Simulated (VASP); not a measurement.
## Run report: TiSi2, band-structure run (part 2 of 2)

TiSi2 (6 atoms in the cell); Kohn-Sham DFT of a periodic cell, PBE, VASP PAW PBE potentials, recommended, no spin polarisation (VASP 6.6.1); cutoff 600 eV, 5×5×5 k-mesh, fermi-dirac of 0.05 eV. The structure derives from a Materials Project entry. It belongs to a series of runs on one base structure; here: pseudo_set = recommended.

Geometry of the input (Å; fractional positions):
```
0.0000  4.1175  4.2629
2.3895  0.0000  4.2629
2.3895  4.1175  0.0000
Ti 0.7500  0.7500  0.7500
Ti 0.5000  0.5000  0.5000
Si 0.4126  0.0874  0.4126
Si 0.0874  0.4126  0.0874
Si 0.1626  0.8374  0.1626
Si 0.8374  0.1626  0.8374
```

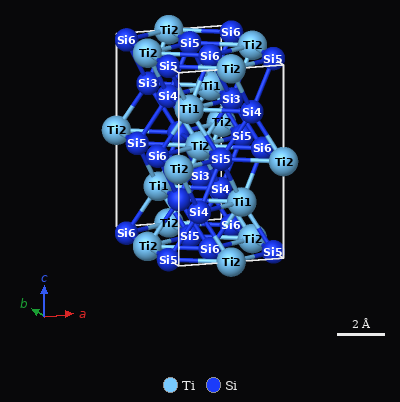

**Figure 1.** The structure as given in the input (ball-and-stick view of the cell 4 times as large as that of the calculation, set on its symmetry axes, seen slightly off an axis; atoms are numbered from 1 in the order of the input).

## Parts of OUTCAR, continued
```
   k-points           NKPTS =     27   k-points in BZ     NKDIM =     27   number of bands    NBANDS=     29
   number of dos      NEDOS =    301   number of ions     NIONS =      6
   total plane-waves  NPLWV =  76800
   dimension x,y,z NGX =    48 NGY =   40 NGZ =   40
   dimension x,y,z NGXF=    96 NGYF=   80 NGZF=   80
   ions per type =               2   4
   NGX,Y,Z   is equivalent  to a cutoff of  13.46, 13.61, 13.97 a.u.
   NGXF,Y,Z  is equivalent  to a cutoff of  26.93, 27.21, 27.94 a.u.
 SYSTEM =  unknown system
   PREC   = accura    normal or accurate (medium, high low for compatibility)
   ISTART =      0    job   : 0-new  1-cont  2-samecut
   ICHARG =      2    charge: 1-file 2-atom 10-const
   ISPIN  =      1    spin polarized calculation?
   LNONCOLLINEAR =      F non collinear calculations
   LSORBIT =      F    spin-orbit coupling
   LASPH  =      T    aspherical Exc in radial PAW
   ENCUT  =  600.0 eV  44.10 Ry    6.64 a.u.  11.84  9.76  9.51*2*pi/ulx,y,z
   NELM   =    100;   NELMIN=  2; NELMDL= -5     # of ELM steps
   EDIFF  = 0.1E-05   stopping-criterion for ELM
   LREAL  =      F    real-space projection
   EDIFFG = 0.1E-04   stopping-criterion for IOM
   NSW    =      0    number of steps for IOM
   IBRION =     -1    ionic relax: 0-MD 1-quasi-New 2-CG
   NFREE  =      0    steps in history (QN), initial steepest desc. (CG)
   ISIF   =      2    stress and relaxation
   ISYM   =      2    0-nonsym 1-usesym 2-fastsym
   POTIM  = 0.5000    time-step for ionic-motion
   TEBEG  =    0.0;   TEEND  =   0.0 temperature during run
   PSTRESS=    0.0 pullay stress
   NELECT =      40.0000    total number of electrons
   NUPDOWN=      -1.0000    fix difference up-down
   EMIN   =  10.00;   EMAX   =-10.00  energy-range for DOS
   EFERMI =   0.00;   METHOD = LEGACY
   ISMEAR =    -1;   SIGMA  =   0.05  broadening in eV -4-tet -1-fermi 0-gaus
   EFERMI_NEDOS =   21; number of points for ismear=-14 and -15
   IALGO  =     38    algorithm
   IMIX   =      4    mixing-type and parameters
     AMIX     =   0.40;   BMIX     =  1.00
     AMIX_MAG =   1.60;   BMIX_MAG =  1.00
  volume/ion in A,a.u.               =      13.98        94.35
  Fermi-wavevector in a.u.,A,eV,Ry     =   1.278994  2.416947 22.256742  1.635824
  Thomas-Fermi vector in A             =   2.411504
   LORBIT       =      0    0 simple, 1 ext, 2 COOP (PROOUT), +10 PAW based schemes
   GGA     = PE    functional components
   LHFCALC =     F    Hartree Fock is set to
   AEXX    =    0.0000 exact exchange contribution
   IVDW    =     0    specifies the selected vdW correction
   LEPSILON=     F    determine dielectric tensor
   LRPA    =     F    only Hartree local field effects (RPA)
 non-spin polarized calculation
  energy-cutoff  :      600.00
  volume of cell :       83.88
 maximum number of plane-waves:      2827
   NGX = 23   NGY = 19   NGZ = 19

 number of electron      39.9999999 magnetization

 Free energy of the ion-electron system (eV)
  ---------------------------------------------------
  ext. energy  EPLUGINS =         0.00000000
  ---------------------------------------------------
  free energy    TOTEN  =       -40.67847479 eV

  energy without entropy =      -40.65779179  energy(sigma->0) =      -40.66813329

 E-fermi :  10.1047     XC(G=0): -11.7368     alpha+bet :-18.1346

 val. band max:       10.0479223547   @ k =   0.4000  -0.0000   0.2000
 cond. band min:      10.1098425650   @ k =   0.4000   0.0000   0.0000
 fundamental gap:      0.0619202103
 Fermi energy:        10.1046734152

 k-point     1 :       0.0000    0.0000    0.0000
  band No.  band energies     occupation
      1     -46.0834      2.00000
      2     -46.0549      2.00000
      3     -22.4618      2.00000
      4     -22.4606      2.00000
      5     -22.3706      2.00000
      6     -22.3558      2.00000
      7     -22.3491      2.00000
      8     -22.3347      2.00000
      9      -2.4096      2.00000
     10       3.4791      2.00000
     11       4.4438      2.00000
     12       4.7875      2.00000
     13       5.1503      2.00000
     14       6.4230      2.00000
     15       6.4546      2.00000
     16       7.6776      2.00000
     17       7.9128      2.00000
     18       8.1208      2.00000
     19       8.4072      2.00000
     20       8.8305      2.00000
     21       9.2526      2.00000
     22      12.2538      0.00000
     23      13.3155      0.00000
     24      13.5303      0.00000
     25      13.6167      0.00000
     26      13.6357      0.00000
     27      13.8876      0.00000
     28      13.9502      0.00000
     29      13.9944      0.00000

 k-point     2 :       0.2000   -0.0000   -0.0000
  band No.  band energies     occupation
      1     -46.0813      2.00000
      2     -46.0569      2.00000
      3     -22.4651      2.00000
      4     -22.4540      2.00000
      5     -22.3828      2.00000
      6     -22.3558      2.00000
      7     -22.3458      2.00000
      8     -22.3344      2.00000
      9      -1.9944      2.00000
     10       2.9793      2.00000
     11       3.1451      2.00000
     12       4.6221      2.00000
     13       5.4754      2.00000
     14       6.2906      2.00000
     15       7.1641      2.00000
     16       7.2562      2.00000
     17       8.2658      2.00000
     18       8.3772      2.00000
     19       9.0314      2.00000
     20       9.0492      2.00000
     21       9.4766      1.99999
     22      11.8560      0.00000
     23      12.9611      0.00000
     24      13.0494      0.00000
     25      13.2166      0.00000
     26      13.2968      0.00000
     27      13.7912      0.00000
     28      14.1834      0.00000
     29      14.3036      0.00000

 k-point     3 :       0.4000    0.0000    0.0000
  band No.  band energies     occupation
      1     -46.0770      2.00000
      2     -46.0610      2.00000
      3     -22.4711      2.00000
      4     -22.4385      2.00000
      5     -22.4077      2.00000
      6     -22.3513      2.00000
      7     -22.3446      2.00000
      8     -22.3334      2.00000
      9      -0.8835      2.00000
     10       1.2543      2.00000
     11       2.5231      2.00000
     12       4.4386      2.00000
     13       5.1829      2.00000
     14       5.7151      2.00000
     15       7.3113      2.00000
     16       8.0130      2.00000
     17       8.1449      2.00000
     18       9.0584      2.00000
     19       9.8961      1.96963
     20      10.1098      0.94835
     21      10.8184      0.00000
     22      11.3412      0.00000
     23      12.1559      0.00000
     24      12.5804      0.00000
     25      12.8514      0.00000
     26      12.8935      0.00000
     27      13.8519      0.00000
     28      14.3906      0.00000
     29      14.8578      0.00000

 k-point     4 :       0.2000    0.2000    0.0000
  band No.  band energies     occupation
      1     -46.0807      2.00000
      2     -46.0576      2.00000
      3     -22.4571      2.00000
      4     -22.4501      2.00000
      5     -22.3905      2.00000
      6     -22.3513      2.00000
      7     -22.3483      2.00000
      8     -22.3388      2.00000
      9      -2.0832      2.00000
     10       2.0536      2.00000
     11       4.5763      2.00000
     12       4.8997      2.00000
     13       5.8442      2.00000
     14       6.1411      2.00000
     15       6.9705      2.00000
     16       7.1934      2.00000
     17       8.4119      2.00000
     18       8.4161      2.00000
     19       8.5003      2.00000
     20       8.9161      2.00000
     21       9.1264      2.00000
     22      11.7401      0.00000
     23      13.3911      0.00000
     24      13.4000      0.00000
     25      13.4447      0.00000
     26      13.6540      0.00000
     27      13.7545      0.00000
     28      14.1704      0.00000
     29      14.5348      0.00000

 k-point     5 :       0.4000    0.2000   -0.0000
  band No.  band energies     occupation
      1     -46.0767      2.00000
      2     -46.0614      2.00000
      3     -22.4614      2.00000
      4     -22.4295      2.00000
      5     -22.4128      2.00000
      6     -22.3595      2.00000
      7     -22.3455      2.00000
      8     -22.3341      2.00000
      9      -1.3722      2.00000
     10       1.2893      2.00000
     11       3.1177      2.00000
     12       4.7060      2.00000
     13       5.3452      2.00000
     14       7.2241      2.00000
     15       7.3787      2.00000
     16       7.5973      2.00000
     17       8.1534      2.00000
     18       8.5881      2.00000
     19       9.0618      2.00000
     20       9.3255      2.00000
     21       9.7762      1.99720
     22      11.5084      0.00000
     23      12.4804      0.00000
     24      12.8796      0.00000
     25      13.1022      0.00000
     26      13.2379      0.00000
     27      13.9723      0.00000
     28      14.3774      0.00000
     29      14.6475      0.00000

 [... the levels of 18 k-points are left out ...]

 k-point    24 :      -0.4000    0.2000    0.4000
  band No.  band energies     occupation
      1     -46.0726      2.00000
      2     -46.0655      2.00000
      3     -22.4681      2.00000
      4     -22.4464      2.00000
      5     -22.3973      2.00000
      6     -22.3699      2.00000
      7     -22.3351      2.00000
      8     -22.3283      2.00000
      9      -0.7848      2.00000
     10       0.6928      2.00000
     11       2.9809      2.00000
     12       3.8277      2.00000
     13       6.4587      2.00000
     14       6.8120      2.00000
     15       6.8337      2.00000
     16       6.9339      2.00000
     17       8.7099      2.00000
     18       8.9420      2.00000
     19       9.1796      2.00000
     20       9.5825      1.99994
     21      10.6681      0.00003
     22      11.3714      0.00000
     23      12.6708      0.00000
     24      12.9073      0.00000
     25      13.1659      0.00000
     26      13.4393      0.00000
     27      13.8007      0.00000
     28      14.3515      0.00000
     29      14.6161      0.00000

 [... further k-points ...]

------------------------ aborting loop because EDIFF is reached ----------------------------------------

  FORCE on cell =-STRESS in cart. coord.  units (eV):
  Direction    XX          YY          ZZ          XY          YZ          ZX
  --------------------------------------------------------------------------------------
  -------------------------------------------------------------------------------------
  Total        0.8729382      0.5111712      1.8830777      0.0000000      0.0000000      0.0000000
  in kB       16.6730344      9.7633201     35.9665991      0.0000000      0.0000000      0.0000000
  external PRESSURE =      20.8009845 kB  Pullay stress =       0.0000000 kB

 VOLUME and BASIS-vectors are now :
 -----------------------------------------------------------------------------
  energy-cutoff  :      600.00
  volume of cell :       83.88
      direct lattice vectors                 reciprocal lattice vectors
     0.000000000  4.117516306  4.262897835    -0.209247750  0.121432427  0.117291106
     2.389511954  0.000000000  4.262897835     0.209247750 -0.121432427  0.117291106
     2.389511954  4.117516306  0.000000000     0.209247750  0.121432427 -0.117291106

 POSITION                                       TOTAL-FORCE (eV/Angst)
 -----------------------------------------------------------------------------------
      3.58427      6.17627      6.39435         0.000000      0.000000      0.000000
      2.38951      4.11752      4.26290        -0.000000      0.000000      0.000000
      1.19476      3.39749      2.13145         0.000000     -0.034810      0.000000
      1.19476      0.72003      2.13145         0.000000      0.034810      0.000000
      2.38951      1.33873      4.26290         0.000000     -0.034810     -0.000000
      2.38951      6.89630      4.26290         0.000000      0.034810     -0.000000
 -----------------------------------------------------------------------------------
    total drift:                               -0.000000     -0.000000     -0.000000

  FREE ENERGIE OF THE ION-ELECTRON SYSTEM (eV)
  ---------------------------------------------------
  free  energy   TOTEN  =       -40.6784747904 eV

  energy  without entropy=      -40.6577917917  energy(sigma->0) =      -40.66813329
```

## CONTCAR
```
TiSi2
   1.00000000000000
     0.0000000000000000    4.1175163062999998    4.2628978353999996
     2.3895119538000000    0.0000000000000000    4.2628978353999996
     2.3895119538000000    4.1175163062999998    0.0000000000000000
  Ti              Si
     2     4
Direct
     0.7500000000000000    0.7500000000000000    0.7500000000000000
     0.5000000000000000    0.5000000000000000    0.5000000000000000
     0.4125656100000015    0.0874343899999985    0.4125656100000015
     0.0874343899999985    0.4125656100000015    0.0874343899999985
     0.1625656100000015    0.8374343899999985    0.1625656100000015
     0.8374343899999985    0.1625656100000015    0.8374343899999985

  0.00000000E+00  0.00000000E+00  0.00000000E+00
  0.00000000E+00  0.00000000E+00  0.00000000E+00
  0.00000000E+00  0.00000000E+00  0.00000000E+00
  0.00000000E+00  0.00000000E+00  0.00000000E+00
  0.00000000E+00  0.00000000E+00  0.00000000E+00
  0.00000000E+00  0.00000000E+00  0.00000000E+00
```
